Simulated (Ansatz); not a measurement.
CdTe and related structures: several calculations on one system

### Relaxation

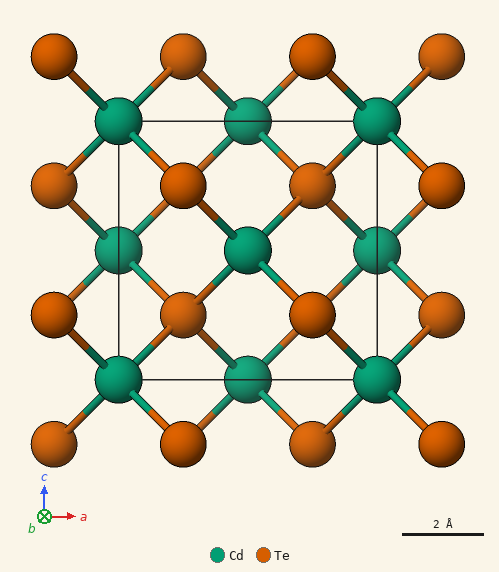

Starting structure of crystalline CdTe (set up in F-43m). Style: ball-and-stick. Shown: the conventional cell (4 times the calculation's cell), along the b axis. Lengths and directions refer to the drawn axes.

The calculation used DFT PBEsol, scalar-relativistic, plane waves, PAW in Ansatz 0.2.0.

Input file:
```yaml
crystal:
  lattice:
    - [0.0, 3.205, 3.205]
    - [3.205, 0.0, 3.205]
    - [3.205, 3.205, 0.0]
  atoms:
    - { symbol: Cd, position: [0.0, 0.0, 0.0] }
    - { symbol: Te, position: [0.75, 0.75, 0.75] }
basis:
  ecutwfc: 420
kpoints:
  mp_grid: { grid: [8, 8, 8] }
hamiltonian:
  xc: pbesol
scf:
  occupations: { method: gaussian, width: 0.02 }
output:
  forces: true
  stress: true
  eigenvalues: true
  write_density: true
  write_potential: true
  elf: true
  volumetric_format: npy
relax:
  adjacent_minimum: "off"
  f_tol: 0.005
  max_steps: 80
  cell: { stress_tol: 0.05 }
```

Launched with:
```bash
ansatz run input.yaml --threads 1 --pin off --max-ram 2560MiB --backend cpu --events-out ev --progress --plain --runs-dir out
```

Question: Predict the outcome.

Answer: Over 3 accepted moves (4 points after the start) the energy falls by 6.2 meV per atom. All forces vanish by symmetry, so only the cell relaxes. The pressure goes from 1.67 to 0.00 GPa. At 1 point the geometry stayed and the basis and grid were re-selected for the new cell (energy shift of 0.2 meV per atom at most each time). The atoms keep their places relative to the cell (all moves are under 0.005 Å). The drawn cell changes as follows: a = b = c 6.410 → 6.489 Å (+1.2 %); the volume changes by +3.8 %. Some distances before and after: Cd1–Te2 2.776 → 2.810 Å. The space group stays F-43m (No. 216). The run took 23 s on 1 thread of Arm Neoverse V2, on a shared host, peak memory 0.36 GiB.

The end point in the same view:

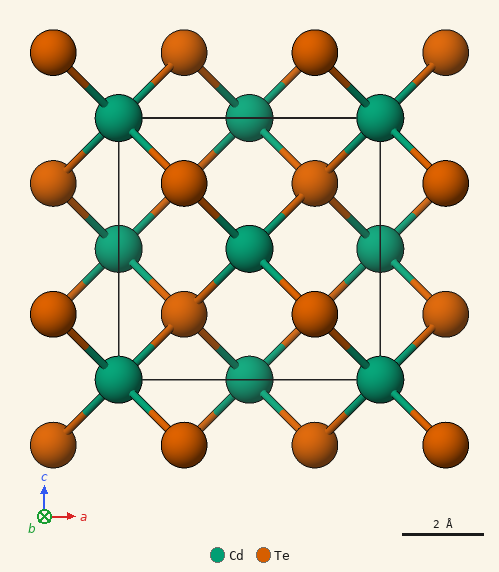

### Relaxation

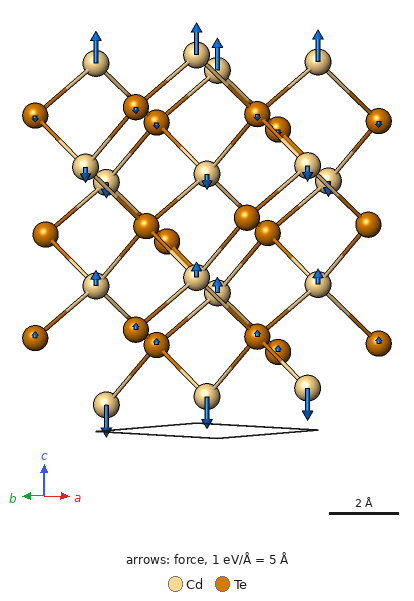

Starting geometry of a slab of composition Cd₄Te₃ (cut from the F-43m phase) with the computed forces as blue arrows. The picture is a ball-and-stick view of the cell of the calculation, outlined in the plane, without the vacuum, seen from a free direction.

Case: (1 0 0) slab, atoms relaxed. The slab is the (1 0 0) face of CdTe.

These are results of DFT PBEsol, scalar-relativistic, plane waves, PAW in Ansatz 0.2.0, not measurements.

Input file:
```yaml
crystal:
  lattice:
    - [4.5886584767, 0.0, 0.0]
    - [0.0, 4.5886584767, 0.0]
    - [0.0, 0.0, 24.7340145762]
  atoms:
    - { symbol: Cd, position: [0.5, 0.5, 0.3032261494] }
    - { symbol: Te, position: [0.5, 0.0, 0.368817433] }
    - { symbol: Cd, position: [0.0, 0.0, 0.4344087165] }
    - { symbol: Te, position: [0.0, 0.5, 0.5] }
    - { symbol: Cd, position: [0.5, 0.5, 0.5655912835] }
    - { symbol: Te, position: [0.5, 0.0, 0.631182567] }
    - { symbol: Cd, position: [0.0, 0.0, 0.6967738506] }
basis:
  ecutwfc: 420
kpoints:
  mp_grid: { grid: [6, 6, 1] }
hamiltonian:
  xc: pbesol
scf:
  occupations: { method: gaussian, width: 0.05 }
output:
  forces: true
  eigenvalues: true
  write_density: true
  write_potential: true
  elf: true
  volumetric_format: npy
relax:
  adjacent_minimum: "off"
  f_tol: 0.02
  max_steps: 60
efield:
  axis: 3
  dipole_correction: true
  ramp_width: 0.04
```

Run as
```bash
ansatz run input.yaml --threads 1 --pin off --max-ram 2560MiB --backend cpu --events-out ev --progress --plain --runs-dir out
```

**Is this structure relaxed? If not, where do the atoms go?**

It isn't relaxed: the largest force vector, on Cd atoms, is 0.19 eV/Å. The final displacements follow the starting forces only in part (cosine between the two patterns 0.69). The energy falls by 18.1 meV per cell of the calculation in 3 geometry steps. The largest force component goes from 0.19 to 0.00059 eV/Å. The largest moves relative to the layer's centre, 0.11 Å, are those of Cd1 and Cd7. Cd1 goes along the normal (−c). Largest moves by element: Cd 0.11 Å, Te 0.05 Å. The cell stays as it was. Near-neighbour distances that change, for instance: Cd1–Te2 2.810 → 2.846 Å, Cd5–Te6 2.810 → 2.832 Å, Cd3–Te4 2.810 → 2.816 Å. Bond angles that change, for instance: Cd7–Te6–Cd7 109.5° → 107.4°, Te6–Cd7–Te6 109.5° → 107.4°. The run took 4.1 min on 1 thread of Arm Neoverse V2, with other jobs on the host, peak memory 0.87 GiB.

### A change

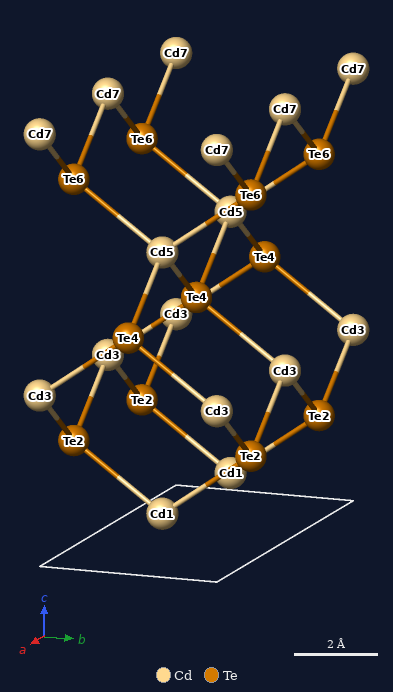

The starting point is a (1 0 0) slab of CdTe as cut from the relaxed bulk. A ball-and-stick model of the 2 × 1 repeat of the cell, outlined in the plane, without the vacuum, seen slightly off an axis.

Theory: Ansatz, DFT PBEsol, scalar-relativistic, plane waves, PAW. Set-up: plane-wave cutoff 420 eV; occupations gaussian; no spin polarisation. The k-mesh is chosen for each cell (8×8×8, 6×6×1). Smearing widths differ between the runs.

Now this is done to it. The atoms of the slab are relaxed at the bulk's in-plane cell.

**Predict the response.**

The slab isn't stoichiometric; relaxing it gains 0.007 J/m². The top spacing, between the Cd and Te planes, goes from 1.62 to 1.68 Å (+3.8 %), the bottom one (Cd to Te) from 1.62 to 1.68 Å (+3.8 %). The cell stays as it was. The largest moves relative to the layer's centre, 0.11 Å, are those of Cd1 and Cd7. Cd1 goes along the normal (−c). Largest moves by element: Cd 0.11 Å, Te 0.05 Å. Among the bonded contacts that change: Cd–Te 2.810 → 2.816 to 2.846 Å.

Drawn alike, the variant:

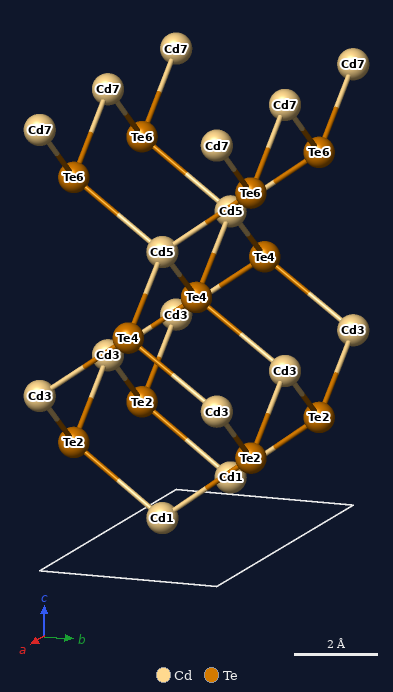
